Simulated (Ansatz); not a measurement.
**Band-structure calculation, with input and output: BiS2**

- system: BiS2 (12 atoms in the cell)
- method: DFT r2SCAN, scalar-relativistic, plane waves, PAW, no spin polarisation (Ansatz 0.2.0)

The structure derives from a Materials Project entry. Figures and captions count atoms from 1; the log counts them from 0 in places.

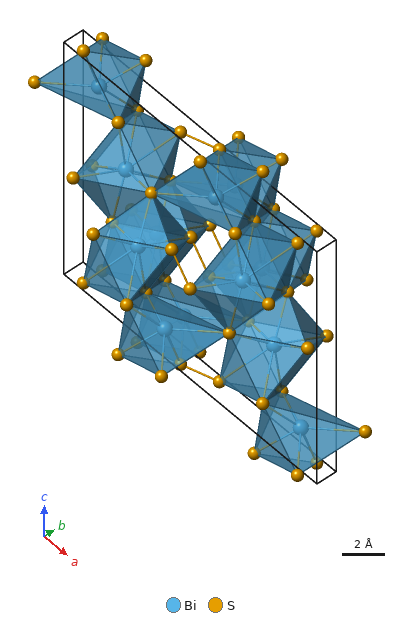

**Figure 1.** The structure as given in the input (polyhedral view of the cell 2 times as large as that of the calculation, set on its symmetry axes, seen slightly off an axis; polyhedra are completed across the faces of the cell). An atom can appear more than once, as a periodic image.

The input:
```yaml
crystal:
  lattice:
    - [7.878450245, -1.9965712457, 0.034098489]
    - [7.878450245, 1.9965712457, 0.034098489]
    - [-6.9420619399, 0.0, 8.8047083546]
  atoms:
    - { symbol: Bi, position: [0.7072331335, 0.7072331335, 0.6130218308] }
    - { symbol: Bi, position: [0.6010695017, 0.6010695017, 0.8744218848] }
    - { symbol: Bi, position: [0.3989304983, 0.3989304983, 0.1255781152] }
    - { symbol: Bi, position: [0.2927668665, 0.2927668665, 0.3869781692] }
    - { symbol: S, position: [0.6535058669, 0.6535058669, 0.337529168] }
    - { symbol: S, position: [0.2145003993, 0.2145003993, 0.8475970476] }
    - { symbol: S, position: [0.0769199359, 0.0769199359, 0.0320342846] }
    - { symbol: S, position: [0.7854996007, 0.7854996007, 0.1524029524] }
    - { symbol: S, position: [0.9635266446, 0.9635266446, 0.5520897753] }
    - { symbol: S, position: [0.9230800641, 0.9230800641, 0.9679657154] }
    - { symbol: S, position: [0.3464941331, 0.3464941331, 0.662470832] }
    - { symbol: S, position: [0.0364733554, 0.0364733554, 0.4479102247] }
basis:
  ecutwfc: 500
kpoints:
  mp_grid: { grid: [8, 8, 4] }
  band_path:
    path:
      - [[0.0, 0.0, 0.0], [-0.27585989, 0.27585989, 0.0]]
      - [[-0.72414011, -0.27585989, 0.0], [-0.5, -0.5, 0.0], [0.0, 0.0, 0.0], [-0.5, -0.5, 0.5], [-0.74651742, -0.25348258, 0.5]]
      - [[-0.25348258, 0.25348258, 0.5], [0.0, 0.0, 0.5], [0.0, 0.0, 0.0]]
      - [[-0.5, 0.0, 0.5], [0.0, 0.0, 0.0], [-0.5, 0.0, 0.0]]
    npoints: 10
hamiltonian:
  xc: r2scan
scf:
  occupations: { method: gaussian, width: 0.02 }
  n_extra_bands: 30
output:
  forces: true
  stress: true
  eigenvalues: true
  populations: true
  dos: { projected: true, de: 0.02, nscf_kmesh: { grid: [12, 12, 6] } }
  bader: false
  write_density: true
  write_potential: true
  elf: true
  volumetric_format: npy
```

Hardware: 8 threads of Oxide Virtual Turin-like (Zen 5), 32 GiB of memory available, shared host.

Command:
```bash
ansatz run input.yaml --threads 8 --pin off --max-ram 22528MiB --backend cpu --events-out ev --progress --plain --runs-dir out
```

The program's output:
```
basis.fft_grid_basis auto: the FFT boxes are laid along the combinations [[1, -1, 0], [0, 1, 0], [1, 0, 1]] of the cell's own vectors, 3.993, 8.128 and 9.110 Å long. The dense box has 30×60×72 points. Along the cell's own vectors, as sized, it would have 60×60×90, 2.50 times as many. Of the 4 symmetry operations that the crystal satisfies within crystal.symmetry.tolerance (time reversal apart; of a slab, those that keep its plane) the dense box along the cell's own vectors carries 4, and the one as laid loses 2 of those. basis.fft_grid_basis: typed keeps the cell's own vectors: state it where this run's energies or levels are differenced outside the engine with another run's, or held beside a run that keeps those vectors. Those combinations have planes normal to reciprocal vector 3, as the cell's own vectors have. Each planar average written beside output.write_density, output.write_potential has a row for each plane of the box: 72. The volumetric files lie along those combinations, not along the cell's own vectors: a cube or XSF file states them, and fields.json those of NumPy files.
scf.n_extra_bands = 30 over 54 filled bands (N_el = 108.0): the run solves 84 bands
Engine: ansatz 0.2.0, x86_64-unknown-linux-gnu
Pseudopotentials: kind: paw
Pseudopotential: Bi, paw, valence charge 15, recommended cutoff 500 eV (meta_gga), Bi.paw.azcp
Pseudopotential: S, paw, valence charge 6, recommended cutoff 500 eV (meta_gga), S.paw.azcp
Functional definition: r2SCAN
  parameter k0 = 0.174
  parameter k1 = 0.065
  parameter a1 = 4.9479
  exchange = r2scan_x(k0 = k0, k1 = k1, a1 = a1)
  correlation = r2scan_c
Crystal: 12 atoms, lattice volume = 277.939 Å³
Basis set: ecut = 500 eV, 7057 PW (Γ), FFT grids on a1−a2, a2, a1+a3, exchange–correlation on 120×240×288 points (64 copies of the dense FFT grid, shifted against one another)
Bands: 84, of which v1, the nominal top of the filled ones, is band 54 counted from 1 (53 counted from 0)
Symmetry: 4 space group operations
Space group: C2/m (ITA 12), of the structure as read, at distance tolerance 6.5e-5 Å
k-points: 78 of 256
Non-local potential: Bi, projectors of the file, l = 0: 2, l = 1: 2, l = 2: 2, l = 3: 2
Non-local potential: S, projectors of the file, l = 0: 2, l = 1: 2, l = 2: 2
PAW form: soft (Blöchl's): semilocal exchange-correlation on the pseudo side does not see the compensation charge
PAW frozen core: Bi, regenerated for the run's functional (the file was generated under x = pbe(κ = 0.804, μ = 0.2195149727645171), c = pbe(β = 0.06672455060314922))
PAW frozen core: S, regenerated for the run's functional (the file was generated under x = pbe(κ = 0.804, μ = 0.2195149727645171), c = pbe(β = 0.06672455060314922))
PAW one-centre angular grid: Bi, 590 points (default); XC on 160 Gauss nodes
PAW one-centre angular grid: S, 302 points (default); XC on 160 Gauss nodes
Initial density: superposition of atomic densities (neutral atoms: chi_scale 0, normalization atom), corrected by the library's trained network
Initial wavefunctions: pseudopotential atomic-orbital guess
Functional: x = r2scan, c = r2scan; τ floored in thin density (d = 2e-4 eV/Å³)
SCF iter   1: F=—  HF=-56894.542049 eV  |F-HF|=—  |Δ(HF+E_count)|=         —  Δρ=5.20e-3  dr2=6.43e-2  dr2_τ=6.62e-2  ethr=1.77e-3  ⟨swp⟩=6.0  Hψ=29280  notcnv=0  defer=1190
preconditioner: auto → Resta (q_TF=auto, 2.331 Å⁻¹)  ε∞=3.2  [insulator: Δε(μ)=1.297 eV  Ē_g=12.452 eV  σ=0.020 eV  W_gap=1.00  n_scr=60 (ndim 8)  ℏωp=18.4 eV  f_vac=0.001  D(μ)=0.00/eV (n_scr^D=0)  ε∞_Penn≈3.2]
SCF iter   2: F=—  HF=-56894.633136 eV  |F-HF|=—  |Δ(HF+E_count)|=   9.11e-2  Δρ=3.03e-3  dr2=1.99e-2  dr2_τ=7.03e-4  ethr=5.95e-5  ⟨swp⟩=2.7  Hψ=10827  notcnv=0  defer=1850
SCF iter   3: F=—  HF=-56894.634238 eV  |F-HF|=—  |Δ(HF+E_count)|=   1.10e-3  Δρ=1.05e-3  dr2=2.92e-3  dr2_τ=1.66e-4  ethr=1.84e-5  ⟨swp⟩=2.0  Hψ=6612  notcnv=0  defer=1850
SCF iter   4: F=—  HF=-56894.634588 eV  |F-HF|=—  |Δ(HF+E_count)|=   3.50e-4  Δρ=2.00e-4  dr2=2.25e-4  dr2_τ=1.66e-5  ethr=2.70e-6  ⟨swp⟩=2.0  Hψ=6583  notcnv=0  defer=1850
SCF iter   5: F=—  HF=-56894.634580 eV  |F-HF|=—  |Δ(HF+E_count)|=   7.52e-6  Δρ=7.58e-5  dr2=2.47e-5  dr2_τ=1.52e-6  ethr=2.09e-7  ⟨swp⟩=2.0  Hψ=6781  notcnv=0  defer=1850
SCF iter   6: F=—  HF=-56894.634589 eV  |F-HF|=—  |Δ(HF+E_count)|=   8.48e-6  Δρ=2.43e-5  dr2=1.66e-6  dr2_τ=5.54e-8  ethr=2.29e-8  ⟨swp⟩=2.2  Hψ=7046  notcnv=0  defer=1850
SCF iter   7: F=—  HF=-56894.634590 eV  |F-HF|=—  |Δ(HF+E_count)|=   1.13e-6  Δρ=5.66e-6  dr2=1.25e-7  dr2_τ=2.82e-9  ethr=1.54e-9  ⟨swp⟩=2.1  Hψ=7284  notcnv=0  defer=1850
SCF iter   8: F=-56894.634590 eV  HF=-56894.634590 eV  |F-HF|=6.84e-10  |Δ(HF+E_count)|=   5.55e-8  Δρ=1.02e-6  dr2=4.98e-9  dr2_τ=1.41e-10  ethr=9.26e-11  ⟨swp⟩=19.4  Hψ=59004  notcnv=0
SCF 1 converged in 8 iterations: F = -56894.634590 eV  dr2 = 4.98e-9
  greatest PAW one-centre occupation: 0.989 electrons in one spin orbital (limit 2), on the Bi atom at site 2 (counted from 0), in its partial waves of l = 2
```

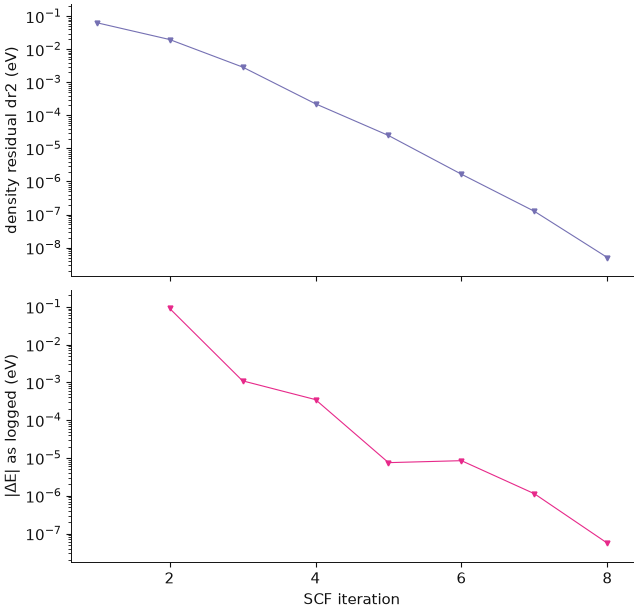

**Figure 2.** Convergence of the self-consistent field: density residual dr2 and size of the energy change against the SCF iteration. The residual falls at every step.

```
NSCF: frozen V_eff on 94 k-points
NSCF: frozen V_eff on 242 k-points
SCF converged after 8 iterations
Free energy (F): -56894.634590 eV
Harris-Foulkes:  -56894.634590 eV  (|F-HF|=6.84e-10)
Internal energy: -56894.634590 eV  (E = F + TS)
E sigma→0 (E₀):  -56894.634590 eV
Fermi energy:    9.015129 eV
--- Per-component energies (eV) ---
  E_band       = -469.610412
  E_kinetic    = 2053.209118
  E_local      = -7163.533356  (includes V_loc(G=0)·N_el)
  E_nonlocal   = 2484.104867
  E_hartree    = 2342.731263
  E_xc         = -1299.999957
  E_vxc        = -1383.782662  (∫ρ·V_xc dr)
  E_paw        = -47629.051771  (= ΣΔE_a)
  E_vpaw       = -1222.827915  (= ΣTr[D̂ρ^β])
  E_aug_tail   = -0.001065  (compensation charges beyond the density's cutoff)
  E_vtau       = 77.757541  (kinetic-family band-sum trace: ∫τ·v_τ [+ j·A + Jᵃ·Aᵃ] dr)
  E_ewald      = -7684.717744
  E_core_change = 2.624055  (= ΣΔE_core)
  E_smearing   = -0.000000  (= −TS)
  E_closure    = -0.000000  (closes the sum)
  Σ components = -56894.634590   (vs F -56894.634590, Δ=0.00e0)
--- Forces (eV/Å), atoms counted from 1 ---
  atom   1  Bi     0.05093195    -0.00000000    -0.07679370
  atom   2  Bi     0.03626269    -0.00000000     0.10932408
  atom   3  Bi    -0.03626269     0.00000000    -0.10932408
  atom   4  Bi    -0.05093195     0.00000000     0.07679370
  atom   5  S      0.05086579    -0.00000000     0.09072332
  atom   6  S     -0.03068336     0.00000000     0.12668954
  atom   7  S     -0.16189078    -0.00000000    -0.13311871
  atom   8  S      0.03068336    -0.00000000    -0.12668954
  atom   9  S      0.09672671     0.00000000    -0.09005062
  atom  10  S      0.16189078     0.00000000     0.13311871
  atom  11  S     -0.05086579     0.00000000    -0.09072332
  atom  12  S     -0.09672671    -0.00000000     0.09005062
  max |Σ_I F_I| component: 5.55e-17 eV/Å
--- Stress (GPa, compression-positive) ---
        2.033227      -0.000000       0.105320
       -0.000000       2.074913      -0.000000
        0.105320      -0.000000       2.106160
  P = ⅓ Tr σ = 2.0714 GPa (20.714 kbar)
--- Band table (eV; the first three rows and the last of 78) ---
  k-point 0: bands = ["-15.4704", "-15.4652", "-15.4438", "-15.4430", "-15.4408", "-15.4307", "-15.4257", "-15.4176", "-15.4152", "-15.4122", "-15.4089", "-15.4073", "-15.4024", "-15.3969", "-15.3938", "-15.3932", "-15.3835", "-15.3743", "-15.3718", "-15.3604", "-7.6450", "-7.1652", "-5.7851", "-5.6983", "-4.7513", "-4.5097", "-4.0366", "-3.7511", "-1.5111", "-1.3621", "-0.9014", "-0.1343", "2.6292", "3.5288", "3.7418", "3.7640", "4.5535", "4.7427", "4.9382", "4.9922", "5.2389", "5.3024", "5.6060", "5.9632", "6.1117", "6.4913", "6.5992", "6.8799", "7.3402", "7.3456", "7.4321", "7.8297", "8.0908", "8.3155", "9.9277", "10.0302", "10.4954", "10.7140", "10.9782", "11.2873", "11.3064", "11.6022", "11.7147", "11.9750", "12.0118", "12.0251", "12.4610", "13.7770", "14.3993", "14.7935", "15.1471", "15.3152", "15.9116", "16.8339", "16.8446", "16.9577", "17.2016", "17.3211", "17.4141", "17.5483", "17.7775", "18.3262", "18.5569", "18.6305"]
  k-point 1: bands = ["-15.4704", "-15.4652", "-15.4438", "-15.4430", "-15.4404", "-15.4322", "-15.4247", "-15.4176", "-15.4151", "-15.4122", "-15.4091", "-15.4073", "-15.4025", "-15.3969", "-15.3938", "-15.3930", "-15.3833", "-15.3743", "-15.3720", "-15.3604", "-7.6030", "-7.2141", "-5.8200", "-5.7512", "-4.5829", "-4.4373", "-4.0627", "-3.8780", "-1.4899", "-1.1257", "-1.0464", "-0.2697", "2.6195", "3.1140", "3.6140", "4.1301", "4.5703", "4.6675", "4.7992", "5.1718", "5.3735", "5.6891", "5.7485", "6.0225", "6.3439", "6.5605", "6.5606", "6.7849", "6.9006", "7.2350", "7.5451", "7.8503", "7.9047", "8.0659", "9.8740", "10.3518", "10.6131", "10.7634", "10.8459", "11.1381", "11.1407", "11.6075", "11.8685", "12.0521", "12.0807", "12.1233", "12.4228", "13.4306", "14.4457", "14.7320", "15.0806", "15.4909", "16.0495", "16.4770", "16.9099", "16.9794", "17.1947", "17.4405", "17.4677", "17.5371", "17.9286", "18.3317", "18.3742", "18.5256"]
  k-point 2: bands = ["-15.4704", "-15.4652", "-15.4438", "-15.4431", "-15.4399", "-15.4335", "-15.4240", "-15.4176", "-15.4151", "-15.4122", "-15.4093", "-15.4073", "-15.4026", "-15.3969", "-15.3938", "-15.3927", "-15.3831", "-15.3743", "-15.3721", "-15.3604", "-7.5454", "-7.2797", "-5.8410", "-5.8030", "-4.4095", "-4.2710", "-4.1615", "-4.0387", "-1.3630", "-1.2796", "-0.7583", "-0.5588", "2.6089", "2.9349", "3.6212", "3.8044", "4.6252", "4.7174", "5.3332", "5.3744", "5.4424", "5.6059", "5.8151", "6.2160", "6.5263", "6.5869", "6.6193", "6.6708", "6.7816", "7.2311", "7.3263", "7.3816", "7.8742", "8.0373", "10.0028", "10.2842", "10.6480", "10.9152", "10.9167", "10.9583", "11.3032", "11.3826", "11.9661", "11.9998", "12.1798", "12.2182", "12.5209", "13.0685", "14.3683", "14.8736", "15.0207", "15.2093", "16.4230", "16.6677", "16.7646", "17.0633", "17.2707", "17.4619", "17.5154", "17.5505", "17.8441", "17.8806", "18.4008", "18.4540"]
  k-point 77: bands = ["-15.4705", "-15.4652", "-15.4441", "-15.4428", "-15.4406", "-15.4300", "-15.4271", "-15.4176", "-15.4155", "-15.4122", "-15.4089", "-15.4073", "-15.4028", "-15.3971", "-15.3935", "-15.3921", "-15.3834", "-15.3743", "-15.3717", "-15.3604", "-7.4386", "-7.1767", "-6.2071", "-6.1677", "-4.4134", "-4.3498", "-3.1228", "-3.0105", "-2.5289", "-2.4492", "-0.4369", "-0.3521", "3.3520", "3.7234", "4.0317", "4.0731", "4.2330", "4.3412", "4.4199", "4.5350", "5.6656", "5.7860", "6.0318", "6.0319", "6.2325", "6.6124", "6.6866", "6.7468", "6.9468", "7.0988", "7.1592", "7.2908", "7.8549", "7.9261", "10.0792", "10.3895", "10.5824", "10.7885", "11.2868", "11.3497", "11.5588", "11.7352", "12.0526", "12.1027", "12.1340", "12.4459", "12.6625", "12.6639", "14.2296", "14.3825", "15.4687", "16.0121", "16.3024", "16.4463", "16.4973", "16.6211", "17.0304", "17.0520", "17.3577", "17.7898", "17.9201", "18.0137", "18.2649", "18.4528"]
--- Löwdin populations: 12 sites ---
  site symbol       q [e]
     0     Bi     14.1193
     1     Bi     14.1387
     2     Bi     14.1387
     3     Bi     14.1193
     4      S      6.4812
     5      S      6.5060
     6      S      6.1803
     7      S      6.5060
     8      S      6.2647
     9      S      6.1803
    10      S      6.4812
    11      S      6.2647
  spilling = 0.005738 (of n_electrons = 108.000000)
```

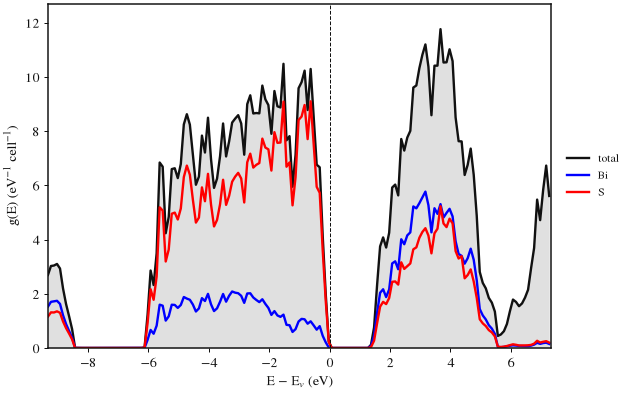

**Figure 3.** Density of states (projected on Löwdin-orthogonalised atomic shells), with energies from the valence-band top. There is a gap of 1.35 eV on the k-point mesh.

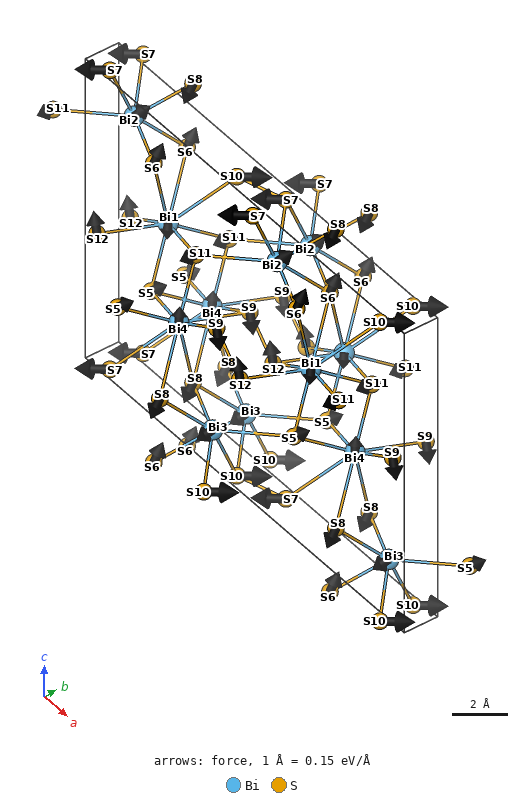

**Figure 4.** Forces on the atoms as black arrows (ball-and-stick view of the cell 2 times as large as that of the calculation, set on its symmetry axes, seen slightly off an axis; bonded neighbours outside the cell are drawn too; atoms are numbered from 1 in the order of the input). The largest act on S7, S10 (0.21 eV/Å); S6, S8, S9, S12 (0.13 eV/Å); Bi2, Bi3 (0.12 eV/Å); S5, S11 (0.10 eV/Å), among others. The geometry is not a stationary point of this energy.

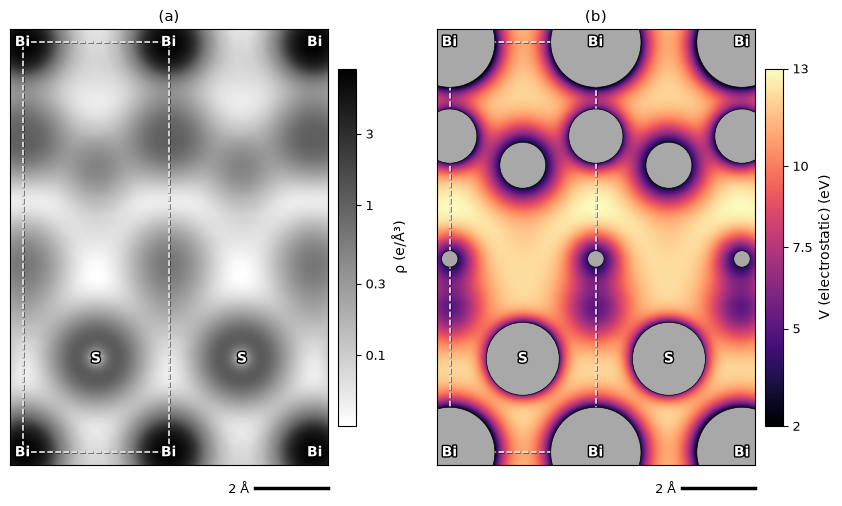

**Figure 5.** (a) valence pseudo-density; (b) electrostatic potential energy of an electron on the (100) plane of the conventional cell. Grey discs, where drawn, cover atomic cores. Away from the nuclei the density in this plane falls to 0.03 e/Å³ at its lowest. Outside the cores the potential energy rises away from the atoms and is highest about 1.7 Å from the nearest atoms; outside the discs it spans about 10 eV, and its zero is arbitrary. Core electrons are frozen (PAW), so the fields are smoothed inside the atomic spheres.

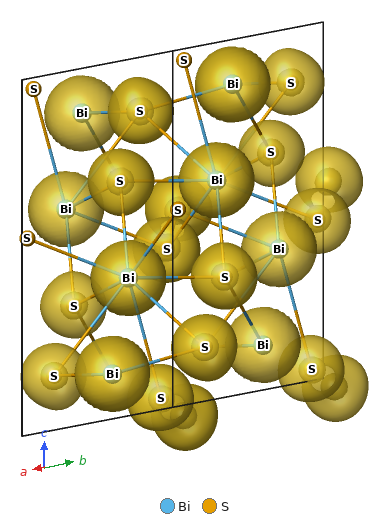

**Figure 6.** Isosurface of the valence charge density (pseudo) at 0.8 e/Å³ (yellow), seen along [110]. Sticks mark near contacts. The outline is the cell set on symmetry axes. At this value the density breaks into separate islands; it holds about 55 % of the electrons treated as valence (semicore included). It is pinched off along the Bi–S (2.65 Å), Bi–S (2.76 Å) and Bi–S (2.82 Å) contacts. On the grid the lowest density along these lines, outside the cores, is 0.99 e/Å³ (S–S, 2.06 Å), 0.44 e/Å³ (Bi–S, 2.65 Å), 0.35 e/Å³ (Bi–S, 2.76 Å) and 0.32 e/Å³ (Bi–S, 2.82 Å).

Summary:

| quantity | value |
| --- | --- |
| outcome | converged |
| space group (tolerance 0.01 Å) | C2/m (12) |
| electrons treated | 108 |
| free energy | −56894.6346 eV |
| Fermi energy | 9.015 eV |
| gap on the k-point mesh | 1.35 eV |
| gap on the band path | 1.43 eV |
| pressure | 2.07 GPa |
| largest force (length of the vector) | 0.210 eV/Å |
| wall time | 72 s (CPU time 9 min) |
| peak memory | 4.7 GiB |

Spin–orbit coupling is left out, which matters for Bi.
